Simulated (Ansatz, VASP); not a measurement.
# GaAs (GaAs(110)): VASP beside Ansatz

One calculation is typed for both programs; each brings its own data sets and cutoff. How far apart do they land? The structure shown is the end of the VASP relaxation below.

Calculated with Ansatz 0.2.0; plane waves, with VASP 6.6.1 beside it; single point at PBE and band structure at PBE.

### 1. The structure

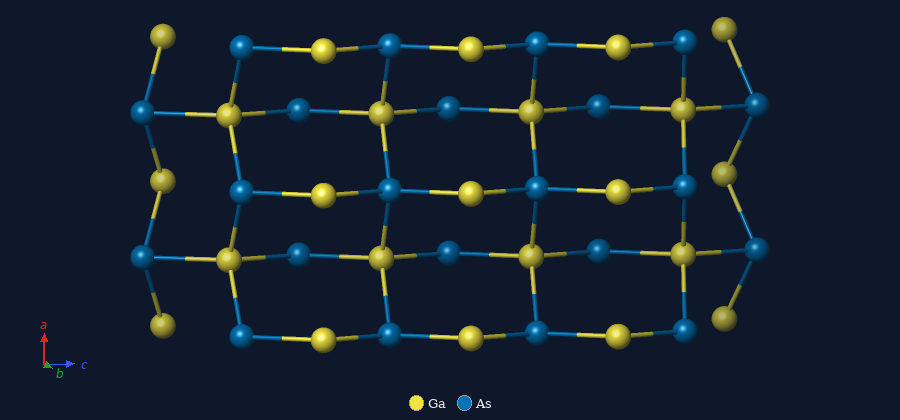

The starting structure, seen from the side, with the c axis across the page (gallium yellow, arsenic blue). 2×1×1 cells are drawn. Some periodic images of atoms are drawn too.

The cell holds 18 atoms: 9 Ga and 9 As. Its edges and angles: a = 3.992 Å, b = 5.646 Å, c = 32.488 Å, α = 90.0°, β = 90.0°, γ = 90.0°. It derives from GaAs. As first built, before any earlier steps moved the atoms: 9 layers, strained by -2 % in the plane. Vacuum lies along c.

### 2. VASP: relaxation, PBE

This run makes the geometry at which the two programs are then compared.

Lines of VASP's logs that name or quote its potential files are left out, and so is its time.

INCAR

```
SYSTEM = GaAs
PREC = Normal
ENCUT = 320
EDIFF = 1E-05
NELM = 120
ISMEAR = 0
SIGMA = 0.03
LREAL = Auto
ALGO = Fast
GGA = PE
NBANDS = 54
LORBIT = 11
LWAVE = .FALSE.
LCHARG = .FALSE.
KPAR = 2
NCORE = 2
IBRION = 2
NSW = 60
ISIF = 2
EDIFFG = -0.03
POTIM = 0.4
MAXMIX = 40
IDIPOL = 3
LDIPOL = .TRUE.
DIPOL = 0.5 0.5 0.5
```

POSCAR

```
GaAs
1.0
    3.9919841175      0.0000000000      0.0000000000
    0.0000000000      5.6455180797      0.0000000000
    0.0000000000      0.0000000000     32.4884969540
Ga As
9 9
Direct
    0.0000000000      0.0000000000      0.2462410000
    0.5000000000      0.5000000000      0.3096807500
    0.0000000000      0.0000000000      0.3731205000
    0.5000000000      0.5000000000      0.4365602500
    0.0000000000      0.0000000000      0.5000000000
    0.5000000000      0.5000000000      0.5634397500
    0.0000000000      0.0000000000      0.6268795000
    0.5000000000      0.5000000000      0.6903192500
    0.0000000000      0.0000000000      0.7537590000
    0.0000000000      0.7500000000      0.3096807500
    0.5000000000      0.2500000000      0.2462410000
    0.0000000000      0.7500000000      0.4365602500
    0.5000000000      0.2500000000      0.3731205000
    0.0000000000      0.7500000000      0.5634397500
    0.5000000000      0.2500000000      0.5000000000
    0.0000000000      0.7500000000      0.6903192500
    0.5000000000      0.2500000000      0.6268795000
    0.5000000000      0.2500000000      0.7537590000
```

KPOINTS

```
Automatic mesh
0
Gamma
6 4 1
0 0 0
```

PAW data sets: Ga and As (PBE family, release 64).

On the command line:

```sh
$ mpirun -np 4 vasp_std
```

Numbers of over 12 decimals in the logs are rounded to 6 here.

What it wrote:

```text
[banner, memory and clock lines left out]
running    4 mpi-ranks, on    1 nodes
 distrk:  each k-point on    2 cores,    2 groups
 distr:  one band on    2 cores,    1 groups

 POSCAR found type information on POSCAR GaAs
 POSCAR found :  2 types and      18 ions
 LDA part: xc-table for (Slater+PW92), standard interpolation
 POSCAR, INCAR and KPOINTS ok, starting setup
 FFT: planning ... GRIDC
 FFT: planning ... GRID_SOFT
 FFT: planning ... GRID
 WAVECAR not read
 entering main loop
       N       E                     dE             d eps       ncg     rms          rms(c)
DAV:   1     0.302620719939E+03    0.30262E+03   -0.18516E+04  1296   0.688E+02
DAV:   2    -0.373395225515E+02   -0.33996E+03   -0.32728E+03  1710   0.150E+02
DAV:   3    -0.723122468803E+02   -0.34973E+02   -0.34519E+02  1584   0.503E+01
DAV:   4    -0.736063808589E+02   -0.12941E+01   -0.12904E+01  1720   0.108E+01
DAV:   5    -0.736448208190E+02   -0.38440E-01   -0.38420E-01  1668   0.175E+00    0.112E+01
RMM:   6    -0.717434832249E+02    0.19013E+01   -0.21027E+00  1296   0.317E+00    0.643E+00
RMM:   7    -0.714541539715E+02    0.28933E+00   -0.27220E+00  1297   0.356E+00    0.156E+00
RMM:   8    -0.714090294966E+02    0.45124E-01   -0.40001E-01  1296   0.169E+00    0.457E-01
RMM:   9    -0.713922251164E+02    0.16804E-01   -0.31492E-02  1321   0.551E-01    0.177E-01
RMM:  10    -0.713932449515E+02   -0.10198E-02   -0.83972E-03  1371   0.249E-01    0.115E-01
RMM:  11    -0.713938067868E+02   -0.56184E-03   -0.28994E-03  1338   0.133E-01    0.602E-02
RMM:  12    -0.713942841081E+02   -0.47732E-03   -0.97358E-04  1296   0.907E-02    0.354E-02
RMM:  13    -0.713944952266E+02   -0.21112E-03   -0.47119E-04  1309   0.509E-02    0.143E-02
RMM:  14    -0.713947671878E+02   -0.27196E-03   -0.20705E-04  1242   0.316E-02    0.120E-02
RMM:  15    -0.713948723361E+02   -0.10515E-03   -0.58927E-05  1034   0.178E-02    0.491E-03
RMM:  16    -0.713949246170E+02   -0.52281E-04   -0.29348E-05   946   0.113E-02    0.336E-03
RMM:  17    -0.713949661991E+02   -0.41582E-04   -0.11840E-05   900   0.698E-03    0.204E-03
RMM:  18    -0.713949898128E+02   -0.23614E-04   -0.39761E-06   685   0.377E-03    0.967E-04
RMM:  19    -0.713950212902E+02   -0.31477E-04   -0.22506E-06   591   0.314E-03    0.104E-03
RMM:  20    -0.713950302295E+02   -0.89392E-05   -0.39402E-07   463   0.225E-03
   1 F= -.71395030E+02 E0= -.71394994E+02  d E =-.713950E+02
[... from here on, the cycles between the ionic steps are left out ...]
   2 F= -.71730360E+02 E0= -.71730360E+02  d E =-.335330E+00
   3 F= -.72158115E+02 E0= -.72158115E+02  d E =-.763085E+00
  11 F= -.72778098E+02 E0= -.72778098E+02  d E =-.138547E-01
  12 F= -.72780782E+02 E0= -.72780782E+02  d E =-.165388E-01
  13 F= -.72787001E+02 E0= -.72787001E+02  d E =-.621910E-02
  14 F= -.72787419E+02 E0= -.72787419E+02  d E =-.663702E-02
  15 F= -.72789946E+02 E0= -.72789946E+02  d E =-.252649E-02
  16 F= -.72790004E+02 E0= -.72790004E+02  d E =-.258504E-02
  17 F= -.72792124E+02 E0= -.72792124E+02  d E =-.212002E-02
  18 F= -.72792258E+02 E0= -.72792258E+02  d E =-.225316E-02
  19 F= -.72793315E+02 E0= -.72793315E+02  d E =-.105745E-02
  20 F= -.72793319E+02 E0= -.72793319E+02  d E =-.106135E-02
 curvature:  -2.21 expect dE=-0.845E-03 dE for cont linesearch -0.216E-05
 trial: gam= 0.58572 g(F)=  0.382E-03 g(S)=  0.000E+00 ort =-0.335E-04 (trialstep = 0.302E+01)
 search vector abs. value=  0.738E-03
 bond charge predicted
       N       E                     dE             d eps       ncg     rms          rms(c)
DAV:   1    -0.727936301972E+02   -0.31468E-03   -0.53818E-02  1302   0.707E-01    0.766E-02
RMM:   2    -0.727938462480E+02   -0.21605E-03   -0.32454E-03  1296   0.167E-01    0.557E-02
RMM:   3    -0.727938402797E+02    0.59684E-05   -0.45827E-04  1300   0.675E-02    0.325E-02
RMM:   4    -0.727938222404E+02    0.18039E-04   -0.12751E-04  1322   0.324E-02    0.232E-02
RMM:   5    -0.727939085134E+02   -0.86273E-04   -0.33367E-05  1018   0.164E-02    0.176E-02
RMM:   6    -0.727939176741E+02   -0.91607E-05   -0.14818E-05   889   0.103E-02
  21 F= -.72793918E+02 E0= -.72793918E+02  d E =-.598765E-03
 trial-energy change:   -0.000599  1 .order   -0.000590   -0.001094   -0.000086
 step:   3.2740(harm=  3.2740)  dis= 0.00747  next Energy=   -72.793913 (dE=-0.594E-03)
 reached required accuracy - stopping structural energy minimisation
```

From OUTCAR (step 2):

```text
ion  position               nearest neighbor table
   1  0.000  0.000  0.246-  11 2.44  11 2.44  10 2.50
   2  0.500  0.500  0.310-  10 2.44  10 2.44  13 2.50  11 2.50
   3  0.000  0.000  0.373-  13 2.44  13 2.44  10 2.50  12 2.50
   4  0.500  0.500  0.437-  12 2.44  12 2.44  15 2.50  13 2.50
   5  0.000  0.000  0.500-  15 2.44  15 2.44  12 2.50  14 2.50
   6  0.500  0.500  0.563-  14 2.44  14 2.44  17 2.50  15 2.50
   7  0.000  0.000  0.627-  17 2.44  17 2.44  14 2.50  16 2.50
   8  0.500  0.500  0.690-  16 2.44  16 2.44  18 2.50  17 2.50
   9  0.000  0.000  0.754-  18 2.44  18 2.44  16 2.50
  10  0.000  0.750  0.310-   2 2.44   2 2.44   3 2.50   1 2.50
  11  0.500  0.250  0.246-   1 2.44   1 2.44   2 2.50
  12  0.000  0.750  0.437-   4 2.44   4 2.44   5 2.50   3 2.50
  13  0.500  0.250  0.373-   3 2.44   3 2.44   4 2.50   2 2.50
  14  0.000  0.750  0.563-   6 2.44   6 2.44   7 2.50   5 2.50
  15  0.500  0.250  0.500-   5 2.44   5 2.44   6 2.50   4 2.50
  16  0.000  0.750  0.690-   8 2.44   8 2.44   9 2.50   7 2.50
  17  0.500  0.250  0.627-   7 2.44   7 2.44   8 2.50   6 2.50
  18  0.500  0.250  0.754-   9 2.44   9 2.44   8 2.50

  LATTYP: Found a simple orthorhombic cell.
 ALAT       =     3.9919841175
 B/A-ratio  =     1.4142135624
 C/A-ratio  =     8.1384334200

 Subroutine GETGRP returns: Found  4 space group operations
 (whereof  4 operations were pure point group operations)

The static configuration has the point symmetry C_2v.

 Found     12 irreducible k-points:

   k-points           NKPTS =     12   k-points in BZ     NKDIM =     12   number of bands    NBANDS=     54

   dimension x,y,z NGX =    18 NGY =   28 NGZ =  144
   dimension x,y,z NGXF=    36 NGYF=   56 NGZF=  288

   ENCUT  =  320.0 eV  23.52 Ry    4.85 a.u.   5.82  8.23 47.39*2*pi/ulx,y,z

   NELECT =      72.0000    total number of electrons

 k-points in reciprocal lattice and weights: Automatic mesh
   0.00000000  0.00000000  0.00000000       0.042
   0.16666667  0.00000000  0.00000000       0.083
   0.33333333  0.00000000  0.00000000       0.083
   0.50000000  0.00000000  0.00000000       0.042
   0.00000000  0.25000000  0.00000000       0.083
   0.16666667  0.25000000  0.00000000       0.167
   0.33333333  0.25000000  0.00000000       0.167
   0.50000000  0.25000000  0.00000000       0.083
   0.00000000  0.50000000  0.00000000       0.042
   0.16666667  0.50000000  0.00000000       0.083
   0.33333333  0.50000000  0.00000000       0.083
   0.50000000  0.50000000  0.00000000       0.042

 dipolmoment           0.000000      0.000000     -0.000000 electrons x Angstroem

 average (electrostatic) potential at core
       1 -18.2103       2 -17.9932       3 -17.9701       4 -17.9831       5 -17.9684
       6 -17.9831       7 -17.9701       8 -17.9932       9 -18.2103      10 -54.8600
      11 -54.5504      12 -54.8069      13 -54.7877      14 -54.8069      15 -54.8025
      16 -54.8600      17 -54.7877      18 -54.5504

 E-fermi :  -0.3968

 k-point     1 :       0.0000    0.0000    0.0000
  band No.  band energies     occupation
    ...
     32      -1.0535      2.00000
     33      -0.8883      2.00000
     34      -0.8651      2.00000
     35      -0.6474      2.00000
     36      -0.5325      2.00000
     37       0.1687      0.00000
     38       0.8437      0.00000
     39       0.9357      0.00000
     40       1.1212      0.00000
     41       1.1777      0.00000
    ...

 k-point     2 :       0.1667    0.0000    0.0000
  band No.  band energies     occupation
    ...
     32      -1.8180      2.00000
     33      -1.5844      2.00000
     34      -1.5088      2.00000
     35      -1.2187      2.00000
     36      -1.1142      2.00000
     37       0.9576      0.00000
     38       1.1582      0.00000
     39       1.3526      0.00000
     40       1.8788      0.00000
     41       2.0010      0.00000
    ...

 k-point     3 :       0.3333    0.0000    0.0000
  band No.  band energies     occupation
    ...
     32      -2.3906      2.00000
     33      -2.2120      2.00000
     34      -2.0045      2.00000
     35      -1.7481      2.00000
     36      -1.4331      2.00000
     37       0.6491      0.00000
     38       0.7887      0.00000
     39       1.2610      0.00000
     40       1.4642      0.00000
     41       1.5911      0.00000
    ...

  Total        5.9360442      3.8917107     -0.4298562      0.0000000      0.0000000      0.0000000
  in kB       12.9892921      8.5158677     -0.9406141      0.0000000      0.0000000      0.0000000
  external PRESSURE =       6.8548485 kB  Pullay stress =       0.0000000 kB

  energy-cutoff  :      320.00
  volume of cell :      732.19
      direct lattice vectors                 reciprocal lattice vectors
     3.991984117  0.000000000  0.000000000     0.250501999  0.000000000  0.000000000
     0.000000000  5.645518080  0.000000000     0.000000000  0.177131662  0.000000000
     0.000000000  0.000000000 32.488496954     0.000000000  0.000000000  0.030780125

 POSITION                                       TOTAL-FORCE (eV/Angst)
 -----------------------------------------------------------------------------------
      0.00000      0.32850      8.44136        -0.000000     -0.000922     -0.003339
      1.99599      2.70998      9.93278        -0.000000      0.005006      0.014076
      0.00000      5.57487     12.15009        -0.000000      0.006255     -0.012026
      1.99599      2.74832     14.16149         0.000000      0.002213     -0.008256
      0.00000      5.58593     16.24425        -0.000000     -0.011285      0.000000
      1.99599      2.74832     18.32701         0.000000      0.002213      0.008256
      0.00000      5.57487     20.33841        -0.000000      0.006255      0.012026
      1.99599      2.70998     22.55572        -0.000000      0.005006     -0.014076
      0.00000      0.32850     24.04714        -0.000000     -0.000922      0.003339
      3.99198      4.16075     10.08841        -0.000000      0.014513      0.003896
      1.99599      1.53725      7.71107        -0.000000      0.006659      0.011830
      0.00000      4.18701     14.19740        -0.000000      0.000032     -0.016792
      1.99599      1.38161     12.07504         0.000000     -0.018311      0.010409
      0.00000      4.18701     18.29110        -0.000000      0.000032      0.016792
      1.99599      1.37851     16.24425        -0.000000     -0.019605      0.000000
      3.99198      4.16075     22.40008        -0.000000      0.014513     -0.003896
      1.99599      1.38161     20.41346         0.000000     -0.018311     -0.010409
      1.99599      1.53725     24.77743        -0.000000      0.006659     -0.011830
 -----------------------------------------------------------------------------------
    total drift:                                0.000000     -0.018338     -0.000001

  FREE ENERGIE OF THE ION-ELECTRON SYSTEM (eV)
  ---------------------------------------------------
  free  energy   TOTEN  =       -72.7939176741 eV

  energy  without entropy=      -72.7939176741  energy(sigma->0) =      -72.79391767

 reached required accuracy - stopping structural energy minimisation

 vacuum level on the upper side and lower side of the slab         4.182         4.182

 total charge
# of ion       s       p       d       tot
------------------------------------------
    1        1.152   0.995   0.101   2.249
    2        1.083   1.127   0.127   2.337
    3        1.087   1.152   0.129   2.368
    4        1.086   1.151   0.129   2.366
    5        1.087   1.165   0.132   2.383
    6        1.086   1.151   0.129   2.366
    7        1.087   1.152   0.129   2.368
    8        1.083   1.127   0.127   2.337
    9        1.152   0.995   0.101   2.249
   10        1.217   1.575   0.027   2.819
   11        1.265   1.471   0.023   2.760
   12        1.214   1.583   0.027   2.824
   13        1.216   1.568   0.026   2.810
   14        1.214   1.583   0.027   2.824
   15        1.214   1.578   0.026   2.819
   16        1.217   1.575   0.027   2.819
   17        1.216   1.568   0.026   2.810
   18        1.265   1.471   0.023   2.760
--------------------------------------------------
tot         20.944  23.987   1.337  46.268

[... 3 further parts left out ...]
```

CONTCAR:

```
GaAs
   1.00000000000000
     3.9919841174999999    0.0000000000000000    0.0000000000000000
     0.0000000000000000    5.6455180797000004    0.0000000000000000
     0.0000000000000000    0.0000000000000000   32.4884969539999986
  Ga              As
     9     9
Direct
     0.0000000000000000    0.0581881641454606    0.2598260355507950
     0.5000000000000000    0.4800231830740415    0.3057321925647229
     0.0000000000000000    0.9874857123824661    0.3739811790409818
     0.5000000000000000    0.4868149302347670    0.4358924547520810
     0.0000000000000000    0.9894450343335978    0.5000000000000000
     0.5000000000000000    0.4868149302347670    0.5641075452479192
     0.0000000000000000    0.9874857123824661    0.6260188209590181
     0.5000000000000000    0.4800231830740415    0.6942678074352771
     0.0000000000000000    0.0581881641454606    0.7401739644492050
     1.0000000000000000    0.7370009789613382    0.3105226258979772
     0.5000000000000000    0.2722952088827986    0.2373477183469921
     0.0000000000000000    0.7416527613987101    0.4369976264886327
     0.5000000000000000    0.2447273876719269    0.3716711162126965
     0.0000000000000000    0.7416527613987101    0.5630023735113671
     0.5000000000000000    0.2441783121633860    0.5000000000000000
     1.0000000000000000    0.7370009789613382    0.6894773741020227
     0.5000000000000000    0.2447273876719269    0.6283288837873037
     0.5000000000000000    0.2722952088827986    0.7626522816530078
```

(Part 1 of 3 ends here.)

[Lines on the potential files, build, host, timing and source positions are cut from VASP's logs without a mark.]

[Logs are printed without paths, hosts, clocks, repeated set-up lines and the standing remarks that a program may print on its own settings, such as how far it seeks lower states.]

[Hosts, paths, dates, database ids (printed as entryN), source tags and the programs' standing remarks are cut or masked in the printed files.]
